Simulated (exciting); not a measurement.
# A series of single points on CdO

System: CdO (Fm-3m, 2 atoms in the cell).
Method: Kohn-Sham DFT of a periodic cell, PBE, all-electron LAPW+lo, shipped species files, no spin polarisation (exciting sodium).

The 7 runs differ only in the geometry, by an even scaling of the cell at fixed fractional positions. The structure derives from an entry of the Crystallography Open Database.

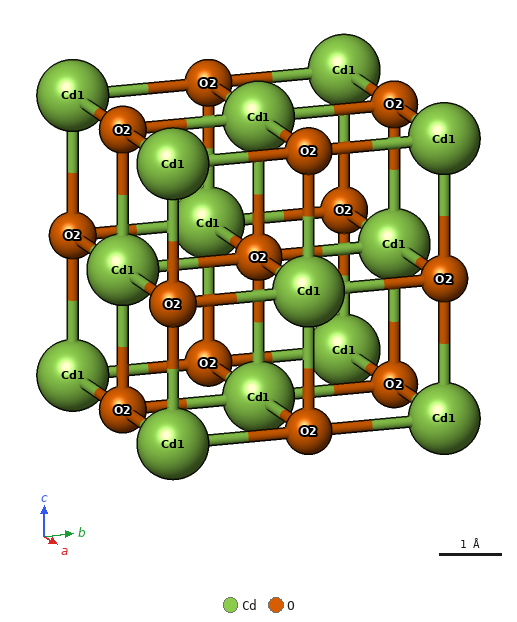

Figure 1. The structure of run 4 (ball-and-stick view of the cell 4 times as large as that of the calculation, set on its symmetry axes, seen slightly off an axis; atoms are numbered from 1 in the order of the input).

**Input of run 4**
```
<input>
  <title>CdO</title>
  <structure speciespath="./" tshift="false">
    <crystal scale="1">
      <basevect>0.000000000000 4.439911529808 4.439911529808</basevect>
      <basevect>4.439911529808 0.000000000000 4.439911529808</basevect>
      <basevect>4.439911529808 4.439911529808 0.000000000000</basevect>
    </crystal>
    <species speciesfile="Cd.xml" rmt="2.3">
      <atom coord="0.000000000000 0.000000000000 0.000000000000"/>
    </species>
    <species speciesfile="O.xml" rmt="1.45">
      <atom coord="0.500000000000 0.500000000000 0.500000000000"/>
    </species>
  </structure>
  <groundstate do="fromscratch" ngridk="10 10 10" rgkmax="7.5" gmaxvr="14" lmaxapw="10" lmaxmat="10" lmaxvr="8" xctype="GGA_PBE" stype="Fermi Dirac" swidth="0.00183747" nempty="10" ValenceRelativity="iora*" epsengy="1e-05" epspot="1e-05" maxscl="60" tforce="true" outputlevel="normal"/>
</input>
```

Command:
```bash
OMP_NUM_THREADS=1 exciting_smp
```

Lattice vectors (Å) and fractional positions of run 4:
```
   0.000000    2.349500    2.349500
   2.349500    0.000000    2.349500
   2.349500    2.349500    0.000000
Cd  0.000000  0.000000  0.000000
O   0.500000  0.500000  0.500000
```

Run 6 has the same physical settings and fractional positions; its lattice vectors (Å) are:
```
   0.000000    2.380418    2.380418
   2.380418    0.000000    2.380418
   2.380418    2.380418    0.000000
```

**Results, with one run withheld**

```csv
run,volume per atom (Å³),"free energy per atom, from the lowest run given (meV)"
1,12.191,66.28
2,12.451,41.64
3,12.710,23.22
4,12.970,10.41
5,13.229,2.64
6,13.488,?
7,13.748,0.00
```

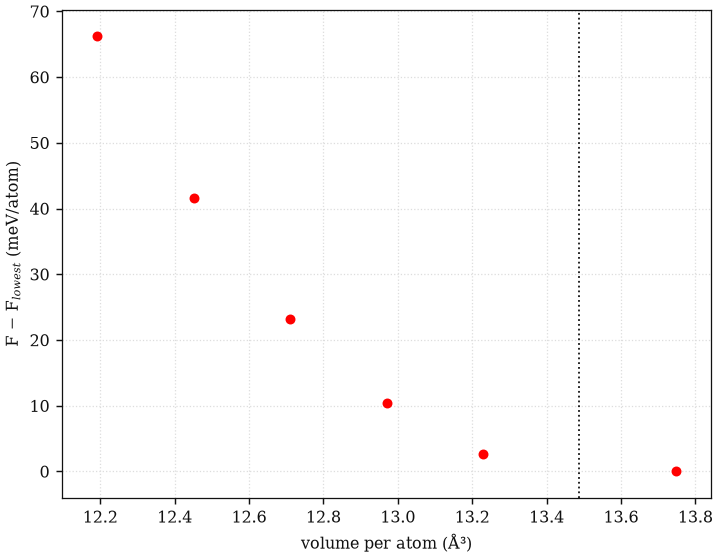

Figure 2. Free energy per atom of the runs given; the dotted line marks run 6.

Fit the runs given and predict run 6.

A cubic polynomial in V^(−2/3) (the Birch–Murnaghan form), fitted to the 6 runs given, misses them by at most 0.03 meV per atom. With x = V^(−2/3) − 0.18212 Å⁻², it reads F = 14.887 + 5001.3 x + 4.0111e+05 x² + 7.529e+05 x³ (meV per atom). At run 6 it gives −0.69 meV per atom, and the run itself gives −0.65. The fit has its minimum at 13.570 Å³ per atom, where V d²F/dV² gives 125 GPa: the bulk modulus at this level, since symmetry fixes the shape and the positions.

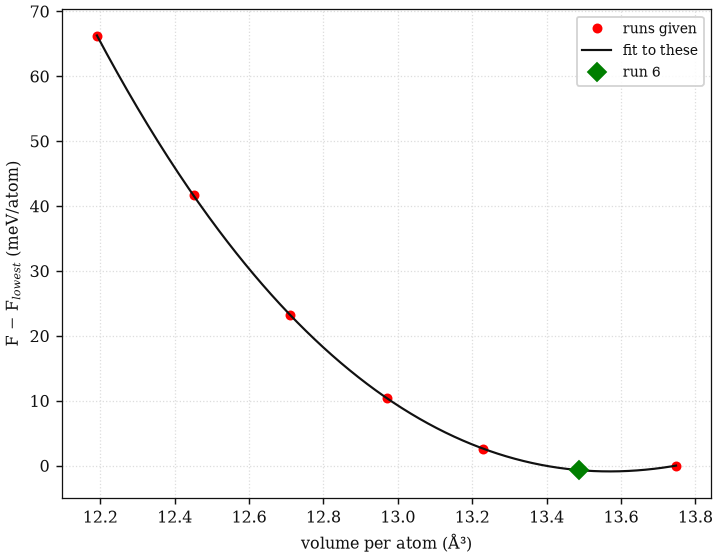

Figure 3. The fit and the withheld run.

**Some lines of the output (run 6)**
```
[...]
 Absolute change in total energy   (target) :  0.766619E-04  ( 0.100000E-04)
 Total energy                               :     -5671.28339958
 Fermi energy                               :         0.22416015
 DOS at Fermi energy (states/Ha/cell)       :         1.07697032
 Absolute change in total energy   (target) :  0.174000E-04  ( 0.100000E-04)
 Total energy                               :     -5671.28340590
 Fermi energy                               :         0.22416013
 DOS at Fermi energy (states/Ha/cell)       :         1.07697562
 Absolute change in total energy   (target) :  0.631854E-05  ( 0.100000E-04)
 Total energy                               :     -5671.28340661
 DOS at Fermi energy (states/Ha/cell)       :         1.07697118
 Absolute change in total energy   (target) :  0.717983E-06  ( 0.100000E-04)
 Total energy                               :     -5671.28340654
 DOS at Fermi energy (states/Ha/cell)       :         1.07697212
```
